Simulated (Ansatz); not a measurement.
Geometry relaxation, with input and output: Cs₂I (part 3 of 3)

The same run, continued: Cs₂I (P6₃/mmc, 6 atoms in the cell); DFT PBE, scalar-relativistic, plane waves, PAW, no spin polarisation (Ansatz 0.2.0); cutoff 420 eV, 6×6×1 k-mesh, Gaussian smearing of 0.1 eV. The structure was made by swapping elements on the sites of another compound; it need not be a known phase. It belongs to a series of runs on one base structure; here: 2H molybdenite type (P6_3/mmc, No. 194).

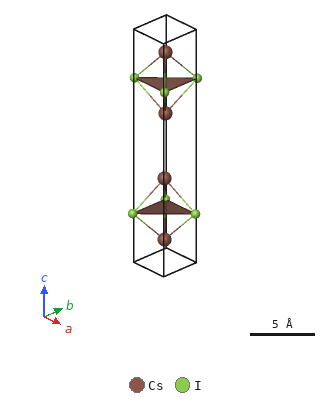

The geometry at step 6 of the log (polyhedral view of the cell of the calculation, seen at an oblique angle; polyhedra are completed across the faces of the cell).

Output, continued:
```
--- Stress (GPa, compression-positive) ---
       -0.048758       0.000000       0.000000
        0.000000      -0.048758       0.000000
        0.000000       0.000000      -0.058600
  P = ⅓ Tr σ = -0.0520 GPa (-0.520 kbar)
--- Band table (eV; the first three rows and the last of 7) ---
  k-point 0: bands = ["-42.4491", "-42.4491", "-42.4483", "-42.4483", "-42.4483", "-42.4483", "-42.4416", "-42.4416", "-42.4416", "-42.4416", "-20.1538", "-20.1521", "-20.1486", "-20.1468", "-10.0990", "-10.0988", "-6.9596", "-6.9405", "-6.9378", "-6.9378", "-6.9324", "-6.9324", "-6.9220", "-6.9220", "-6.9165", "-6.9165", "-6.9095", "-6.8899", "-0.4102", "-0.3830", "0.0160", "0.0160", "0.0165", "0.0165", "2.5920", "3.0584", "3.7324", "4.7011", "5.2078", "5.3069", "5.4336", "6.0137"]
  k-point 1: bands = ["-42.4491", "-42.4491", "-42.4483", "-42.4483", "-42.4483", "-42.4483", "-42.4416", "-42.4416", "-42.4416", "-42.4416", "-20.1524", "-20.1508", "-20.1472", "-20.1457", "-10.0914", "-10.0913", "-6.9998", "-6.9686", "-6.9569", "-6.9500", "-6.9467", "-6.9401", "-6.9316", "-6.9297", "-6.9229", "-6.9199", "-6.9125", "-6.8852", "-0.3566", "-0.3387", "-0.1186", "-0.1105", "-0.0053", "-0.0052", "2.8777", "3.1697", "4.0810", "4.7706", "5.2170", "5.3758", "5.5380", "5.6348"]
  k-point 2: bands = ["-42.4491", "-42.4491", "-42.4483", "-42.4483", "-42.4483", "-42.4483", "-42.4416", "-42.4416", "-42.4416", "-42.4416", "-20.1494", "-20.1484", "-20.1445", "-20.1435", "-10.0762", "-10.0761", "-7.0356", "-7.0218", "-7.0144", "-7.0030", "-6.9642", "-6.9556", "-6.9479", "-6.9447", "-6.9378", "-6.9360", "-6.9120", "-6.8812", "-0.3372", "-0.3259", "-0.2676", "-0.2634", "-0.0482", "-0.0474", "3.5200", "3.5693", "4.7415", "4.8971", "4.9312", "5.1562", "5.2058", "5.4585"]
  k-point 6: bands = ["-42.4491", "-42.4491", "-42.4483", "-42.4483", "-42.4483", "-42.4483", "-42.4416", "-42.4416", "-42.4416", "-42.4416", "-20.1468", "-20.1468", "-20.1421", "-20.1421", "-10.0644", "-10.0644", "-7.0308", "-7.0188", "-7.0188", "-7.0182", "-7.0091", "-7.0091", "-7.0051", "-6.9923", "-6.9482", "-6.9482", "-6.8877", "-6.8877", "-0.3272", "-0.3247", "-0.2427", "-0.2427", "-0.2124", "-0.2124", "4.4555", "4.5063", "4.6703", "4.6703", "4.8238", "4.8238", "5.4858", "5.7180"]
--- Relaxed structure (8 steps of the walk, 8 accepted, 2 SCFs on fresh bases) ---
  F+E_penalty+E_count = -37714.82926670 eV   max|allowed force component| = 2.767e-2 eV/Å   (the final SCF, on the basis selected at the relaxed cell)
  cell:  # Å, volume = 484.8124 Å³
    - [5.397245187671463, -3.4260818561774006e-34, 0.0]
    - [-2.6986225938357316, 4.674151442976798, 0.0]
    - [0.0, 0.0, 19.21758342411761]
  atoms:
    - { symbol: Cs, position: [0.3333333333333333, 0.6666666666666666, 0.6229452435955766] }
    - { symbol: Cs, position: [0.6666666666666666, 0.3333333333333333, 0.12294524359557675] }
    - { symbol: Cs, position: [0.3333333333333333, 0.6666666666666666, 0.8770547564044233] }
    - { symbol: Cs, position: [0.6666666666666666, 0.3333333333333333, 0.3770547564044233] }
    - { symbol: I, position: [0.3333333333333333, 0.6666666666666666, 0.24999999999999997] }
    - { symbol: I, position: [0.6666666666666666, 0.3333333333333333, 0.75] }
```

Trajectory as extended XYZ (Å, eV, eV/Å), 10 frames, from step=1 to step=10:
```
6
Lattice="4.2061 0.0000 0.0000 -2.1031 3.6426 0.0000 0.0000 0.0000 16.3600" Properties=species:S:1:pos:R:3:forces:R:3 step=1 energy=-37708.71000 pressure_GPa=14.77
Cs    0.0000    2.4284   10.2659    0.0000   0.0000  -2.7939
Cs    2.1031    1.2142    2.0859    0.0000   0.0000  -2.7939
Cs    0.0000    2.4284   14.2741    0.0000   0.0000   2.7939
Cs    2.1031    1.2142    6.0941    0.0000   0.0000   2.7939
I     0.0000    2.4284    4.0900    0.0000   0.0000   0.0000
I     2.1031    1.2142   12.2700    0.0000   0.0000   0.0000
6
Lattice="4.3985 0.0000 0.0000 -2.1992 3.8092 0.0000 0.0000 0.0000 17.1546" Properties=species:S:1:pos:R:3:forces:R:3 step=2 energy=-37712.42688 pressure_GPa=6.76
Cs    0.0000    2.5395   10.5604    0.0000   0.0000  -0.8164
Cs    2.1992    1.2697    1.9831    0.0000   0.0000  -0.8164
Cs    0.0000    2.5395   15.1716    0.0000   0.0000   0.8164
Cs    2.1992    1.2697    6.5943    0.0000   0.0000   0.8164
I     0.0000    2.5395    4.2887    0.0000   0.0000   0.0000
I     2.1992    1.2697   12.8660    0.0000   0.0000   0.0000
6
Lattice="4.5501 0.0000 0.0000 -2.2750 3.9405 0.0000 0.0000 0.0000 17.9498" Properties=species:S:1:pos:R:3:forces:R:3 step=3 energy=-37713.56149 pressure_GPa=3.74
Cs    0.0000    2.6270   11.0409    0.0000   0.0000  -0.3421
Cs    2.2750    1.3135    2.0660    0.0000   0.0000  -0.3421
Cs    0.0000    2.6270   15.8838    0.0000   0.0000   0.3421
Cs    2.2750    1.3135    6.9089    0.0000   0.0000   0.3421
I     0.0000    2.6270    4.4875    0.0000   0.0000   0.0000
I     2.2750    1.3135   13.4624    0.0000   0.0000   0.0000
6
Lattice="4.7550 0.0000 0.0000 -2.3775 4.1180 0.0000 0.0000 0.0000 18.6501" Properties=species:S:1:pos:R:3:forces:R:3 step=4 energy=-37714.24771 pressure_GPa=1.62
Cs    0.0000    2.7453   11.4947    0.0000   0.0000  -0.0939
Cs    2.3775    1.3727    2.1697    0.0000   0.0000  -0.0939
Cs    0.0000    2.7453   16.4804    0.0000   0.0000   0.0939
Cs    2.3775    1.3727    7.1554    0.0000   0.0000   0.0939
I     0.0000    2.7453    4.6625    0.0000   0.0000   0.0000
I     2.3775    1.3727   13.9876    0.0000   0.0000   0.0000
6
Lattice="4.9600 0.0000 0.0000 -2.4800 4.2955 0.0000 0.0000 0.0000 19.0658" Properties=species:S:1:pos:R:3:forces:R:3 step=5 energy=-37714.48551 pressure_GPa=0.26
Cs    0.0000    2.8637   11.7982    0.0000   0.0000  -0.0238
Cs    2.4800    1.4318    2.2653    0.0000   0.0000  -0.0238
Cs    0.0000    2.8637   16.8005    0.0000   0.0000   0.0238
Cs    2.4800    1.4318    7.2676    0.0000   0.0000   0.0238
I     0.0000    2.8637    4.7664    0.0000   0.0000   0.0000
I     2.4800    1.4318   14.2993    0.0000   0.0000   0.0000
6
Lattice="4.9600 0.0000 0.0000 -2.4800 4.2955 0.0000 0.0000 0.0000 19.0658" Properties=species:S:1:pos:R:3:forces:R:3 step=6 energy=-37714.62566 pressure_GPa=0.88
Cs    0.0000    2.8637   11.7982    0.0000   0.0000  -0.0227
Cs    2.4800    1.4318    2.2653    0.0000   0.0000  -0.0227
Cs    0.0000    2.8637   16.8005    0.0000   0.0000   0.0227
Cs    2.4800    1.4318    7.2676    0.0000   0.0000   0.0227
I     0.0000    2.8637    4.7664    0.0000   0.0000   0.0000
I     2.4800    1.4318   14.2993    0.0000   0.0000   0.0000
6
Lattice="5.1325 0.0000 0.0000 -2.5662 4.4449 0.0000 0.0000 0.0000 19.2476" Properties=species:S:1:pos:R:3:forces:R:3 step=7 energy=-37714.76689 pressure_GPa=0.39
Cs    0.0000    2.9632   11.9482    0.0000   0.0000   0.0052
Cs    2.5662    1.4816    2.3243    0.0000   0.0000   0.0052
Cs    0.0000    2.9632   16.9233    0.0000   0.0000  -0.0052
Cs    2.5662    1.4816    7.2995    0.0000   0.0000  -0.0052
I     0.0000    2.9632    4.8119    0.0000   0.0000   0.0000
I     2.5662    1.4816   14.4357    0.0000   0.0000   0.0000
6
Lattice="5.3428 0.0000 0.0000 -2.6714 4.6270 0.0000 0.0000 0.0000 19.3946" Properties=species:S:1:pos:R:3:forces:R:3 step=8 energy=-37714.82373 pressure_GPa=0.06
Cs    0.0000    3.0847   12.1319    0.0000   0.0000  -0.0464
Cs    2.6714    1.5423    2.4347    0.0000   0.0000  -0.0464
Cs    0.0000    3.0847   16.9599    0.0000   0.0000   0.0464
Cs    2.6714    1.5423    7.2626    0.0000   0.0000   0.0464
I     0.0000    3.0847    4.8486    0.0000   0.0000   0.0000
I     2.6714    1.5423   14.5459    0.0000   0.0000   0.0000
6
Lattice="5.3972 0.0000 0.0000 -2.6986 4.6742 0.0000 0.0000 0.0000 19.2176" Properties=species:S:1:pos:R:3:forces:R:3 step=9 energy=-37714.82654 pressure_GPa=-0.06
Cs    0.0000    3.1161   11.9715    0.0000   0.0000   0.0277
Cs    2.6986    1.5580    2.3627    0.0000   0.0000   0.0277
Cs    0.0000    3.1161   16.8549    0.0000   0.0000  -0.0277
Cs    2.6986    1.5580    7.2461    0.0000   0.0000  -0.0277
I     0.0000    3.1161    4.8044    0.0000   0.0000   0.0000
I     2.6986    1.5580   14.4132    0.0000   0.0000   0.0000
6
Lattice="5.3972 0.0000 0.0000 -2.6986 4.6742 0.0000 0.0000 0.0000 19.2176" Properties=species:S:1:pos:R:3:forces:R:3 step=10 energy=-37714.82927 pressure_GPa=-0.05
Cs    0.0000    3.1161   11.9715    0.0000   0.0000   0.0277
Cs    2.6986    1.5580    2.3627    0.0000   0.0000   0.0277
Cs    0.0000    3.1161   16.8549    0.0000   0.0000  -0.0277
Cs    2.6986    1.5580    7.2461    0.0000   0.0000  -0.0277
I     0.0000    3.1161    4.8044    0.0000   0.0000   0.0000
I     2.6986    1.5580   14.4132    0.0000   0.0000   0.0000
```

This output came from the following input.

Input file:
```yaml
crystal:
  lattice:
    - [4.2061082598, 0.0, 0.0]
    - [-2.1030541299, 3.6425966041, 0.0]
    - [0.0, 0.0, 16.360036334]
  atoms:
    - { symbol: Cs, position: [0.3333333333, 0.6666666667, 0.6275] }
    - { symbol: Cs, position: [0.6666666667, 0.3333333333, 0.1275] }
    - { symbol: Cs, position: [0.3333333333, 0.6666666667, 0.8725] }
    - { symbol: Cs, position: [0.6666666667, 0.3333333333, 0.3725] }
    - { symbol: I, position: [0.3333333333, 0.6666666667, 0.25] }
    - { symbol: I, position: [0.6666666667, 0.3333333333, 0.75] }
basis:
  ecutwfc: 420
kpoints:
  mp_grid: { grid: [6, 6, 1] }
hamiltonian:
  xc: pbe
scf:
  occupations: { method: gaussian, width: 0.1 }
  lower_state_search: "off"
output:
  forces: true
  stress: true
  eigenvalues: true
relax:
  adjacent_minimum: "off"
  f_tol: 0.04
  max_steps: 70
  cell: { stress_tol: 0.4 }
```

Launch command:
```bash
ansatz run input.yaml --threads 1 --pin off --max-ram 2560MiB --backend cpu --events-out ev --progress --plain --runs-dir out
```

Summary:

```json
{"quantity": "outcome", "value": "converged"}
{"quantity": "space group (tolerance 0.01 Å)", "value": "P6₃/mmc (194)"}
{"quantity": "electrons treated", "value": "70"}
{"quantity": "free energy", "value": "−37714.8293 eV"}
{"quantity": "Fermi energy", "value": "3.617 eV"}
{"quantity": "gap on the k-point mesh", "value": "none (metallic)"}
{"quantity": "pressure", "value": "−0.05 GPa"}
{"quantity": "final volume", "value": "484.81 Å³"}
{"quantity": "largest force (length of the vector) at the end", "value": "0.028 eV/Å"}
{"quantity": "final cell", "value": "a = 5.397 Å, b = 5.397 Å, c = 19.218 Å, α = 90.00°, β = 90.00°, γ = 120.00°"}
{"quantity": "hardware", "value": "1 thread of Intel Xeon (Granite Rapids), 192 GiB of memory available, shared host"}
{"quantity": "wall time", "value": "43 s"}
{"quantity": "peak memory", "value": "0.69 GiB"}
```
